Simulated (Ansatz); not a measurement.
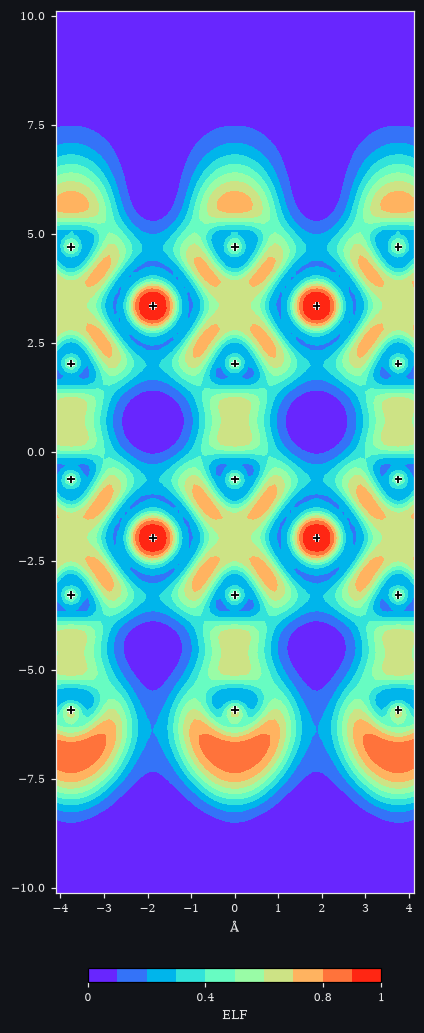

The electron localisation function on a plane through atoms (crosses mark nuclei in the plane).

All numbers below come from Ansatz 0.2.0, DFT PBEsol, scalar-relativistic, plane waves, PAW.

Candidates:
A. Ti, a = 5.68 Å, b = 5.68 Å, c = 5.68 Å, α = 109.47°, β = 109.47°, γ = 109.47°. Space group Im-3m; computed pressure about −7 GPa in this cell; computed without spin polarisation.
B. CoSi2 (slab), a = 3.76 Å, b = 3.76 Å, c = 26.95 Å, α = 90.00°, β = 90.00°, γ = 90.00°. Computed without spin polarisation.
C. Si2Mo, a = 3.19 Å, b = 3.19 Å, c = 7.82 Å, α = 90.00°, β = 90.00°, γ = 90.00°. Space group I4/mmm; computed without spin polarisation.

Question: Which system is this?

Answer: Candidate B: CoSi2 on the (100) plane of the calculation cell, a cut from vacuum to vacuum, which holds Si and Co. Co–Si (2.29 Å): the ELF peaks at about 0.75 in the valence shell of Si, 0.9 Å from its nucleus, and is about 0.50 at the midpoint.
